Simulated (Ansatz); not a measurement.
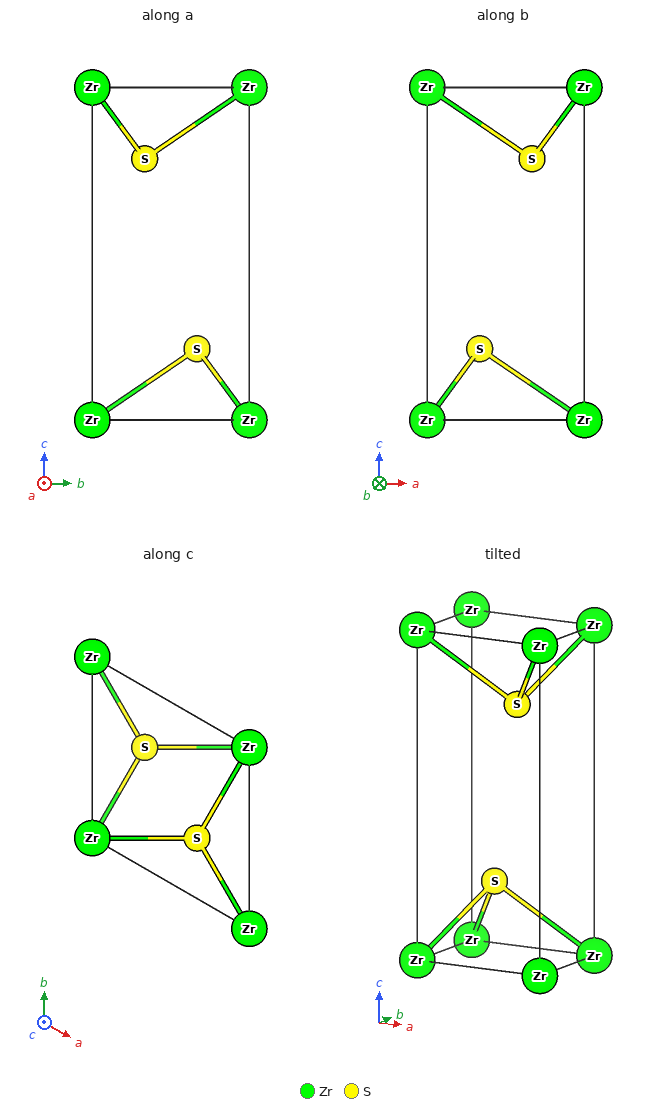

Ball-and-stick drawing of the structure, looking along the a axis, along the b axis, along the c axis and slightly off an axis. One conventional unit cell is framed, with atoms on its boundary repeated.

Lattice parameters: a = 3.685 Å, b = 3.685 Å, c = 6.758 Å, α = 90.00°, β = 90.00°, γ = 120.00°.

Put the structure into a table of Wyckoff sites, with free fractional coordinates to two decimals.

Space group P-3m1 (No. 164).
| atom | site | x | y | z |
| --- | --- | --- | --- | --- |
| Zr | 1a | 0.00 | 0.00 | 0.00 |
| S | 2d | 0.3333 | 0.6667 | 0.21 |

The initial geometry was a structure type known for this compound. The atoms were relaxed in a fixed cell with DFT PBE, scalar-relativistic, plane waves, PAW (Ansatz).
